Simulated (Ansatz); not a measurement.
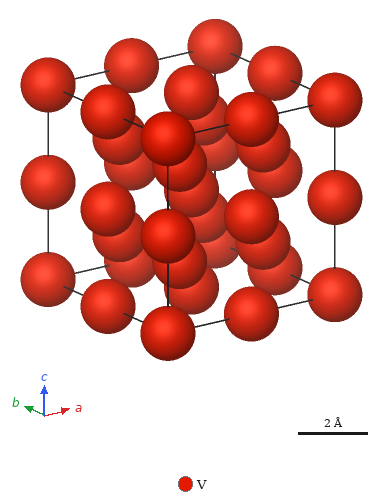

Starting frame of a dynamics run of a 16-atom cell of V. The cell was cut from the bcc crystal. The picture is a spheres-only view of the simulation cell, seen from a free direction.

Method: Ansatz, DFT PBE-D3(BJ), scalar-relativistic, plane waves, PAW.

The input:
```yaml
crystal:
  lattice:
    - [6.04, 0.0, 0.0]
    - [0.0, 6.04, 0.0]
    - [0.0, 0.0, 6.04]
  atoms:
    - { symbol: V, position: [0.0, 0.0, 0.0] }
    - { symbol: V, position: [0.5, 0.0, 0.0] }
    - { symbol: V, position: [0.0, 0.5, 0.0] }
    - { symbol: V, position: [0.0, 0.0, 0.5] }
    - { symbol: V, position: [0.25, 0.25, 0.25] }
    - { symbol: V, position: [0.5, 0.5, 0.0] }
    - { symbol: V, position: [0.5, 0.0, 0.5] }
    - { symbol: V, position: [0.75, 0.25, 0.25] }
    - { symbol: V, position: [0.0, 0.5, 0.5] }
    - { symbol: V, position: [0.25, 0.75, 0.25] }
    - { symbol: V, position: [0.25, 0.25, 0.75] }
    - { symbol: V, position: [0.5, 0.5, 0.5] }
    - { symbol: V, position: [0.75, 0.75, 0.25] }
    - { symbol: V, position: [0.75, 0.25, 0.75] }
    - { symbol: V, position: [0.25, 0.75, 0.75] }
    - { symbol: V, position: [0.75, 0.75, 0.75] }
basis:
  ecutwfc: 420.0
kpoints:
  mp_grid: { grid: [2, 2, 2] }
hamiltonian:
  xc: pbe
  dispersion: d3bj
scf:
  occupations: { method: fermi_dirac, width: 0.24 }
  lower_state_search: "off"
md:
  timestep: 3
  n_steps: 280
  ensemble: nvt_langevin
  temperature: 300.0
  initial_velocities: maxwell_boltzmann
  seed: 665927
  friction: 0.02
  temperature_schedule: [{ n_steps: 280, end_temperature: 2800.0 }]
```

Command:
```bash
ansatz run input.yaml --threads 2 --pin off --max-ram 5120MiB --backend cpu --events-out ev --progress --plain --runs-dir out
```

What does the trajectory do?

Answer. Under the programmed temperature the kinetic temperature goes from 310 K (first eighth) to 2128 K (last eighth), with a peak of 2644 K. The potential energy in the second half lies on average 234 meV per atom above the first frame. Root-mean-square distances from the starting positions over the second half, with the common drift of all atoms taken out: V 0.26 Å. That is small against the typical shortest distance between atoms in the first frame, about 2.6 Å: the atoms vibrate about their sites and the arrangement holds.

Along the run (each row but the first and the last is the mean over the interval that it begins):

| time (fs) | potential energy (meV/atom) | T (K) |
| --- | --- | --- |
| 0.0 | 0.0 | 281 |
| 105.0 | 60.3 | 566 |
| 210.0 | 106.7 | 1068 |
| 315.0 | 165.0 | 1339 |
| 420.0 | 172.6 | 1399 |
| 525.0 | 255.5 | 1717 |
| 630.0 | 242.3 | 2150 |
| 735.0 | 262.4 | 2125 |
| 840.0 | 300.4 | 1855 |

The paths of the atoms, magnified 2 times:

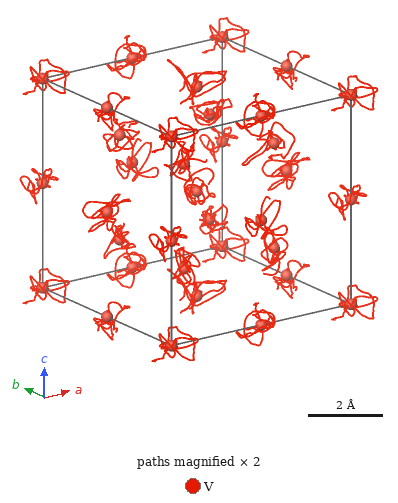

Limits of the set-up: the k-point mesh is coarse for a cell with partly filled bands.
